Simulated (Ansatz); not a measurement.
System: zincblende InSb, space group F-43m (No. 216), 2 atoms in the primitive cell, relaxed with r2SCAN; unstrained, cubic a = 6.559 Å. All lengths are scaled by the strain listed; symmetry fixes the atoms. Points keep the names and reduced coordinates of the unstrained primitive cell. Level of theory: HSE06, Ansatz PAW set, no spin polarisation, no spin-orbit coupling, 4×4×4 k mesh, 420 eV cutoff, Fermi-Dirac smearing of 0.02 eV; code Ansatz.

At 0 % the lowest conduction levels at the points plotted lie 0.30 eV (Γ), 1.07 eV (L), 1.90 eV (X) and 2.20 eV (U) above the valence top at Γ.

Q: How does each level move from −3 % to 0 %?

A: Γ falls by 0.60 eV, L falls by 0.21 eV, X rises by 0.14 eV and U rises by 0.05 eV. Straight lines through the points have slopes of −203 at Γ, −69 at L, +46 at X and +16 at U (meV for each 1 % of strain). The lowest is the one at Γ, over the whole range, so among these points the gap stays direct.

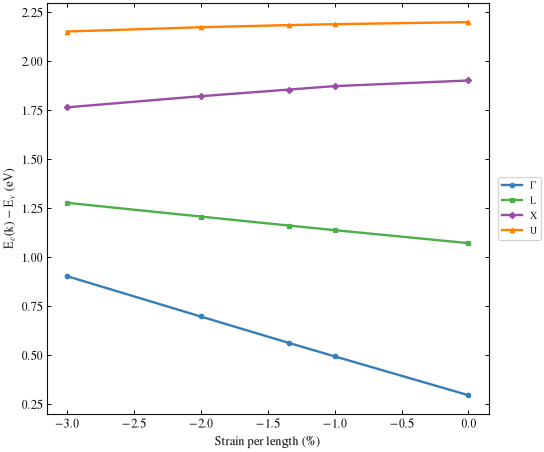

Lowest conduction level at each named k point, counted from the valence-band top at Γ. The names follow the standardised cell of this lattice; in reduced coordinates of the cell that was run, L is (0, 0, 0.5), X is (−0.5, −0.5, 0) and U is (−0.375, −0.375, 0.25).

| strain | Γ (eV) | L (eV) | X (eV) | U (eV) |
| --- | --- | --- | --- | --- |
| −3 % | 0.90 | 1.28 | 1.76 | 2.15 |
| −2 % | 0.70 | 1.21 | 1.82 | 2.17 |
| −1.34 % | 0.56 | 1.16 | 1.86 | 2.18 |
| −1 % | 0.49 | 1.14 | 1.87 | 2.19 |
| 0 % | 0.30 | 1.07 | 1.90 | 2.20 |

Spin-orbit coupling is left out, which matters for Sb and In. The PAW data sets were made with another functional. The k mesh is coarse, so the values aren't converged, least of all with exact exchange. The k mesh is thin for exact exchange.
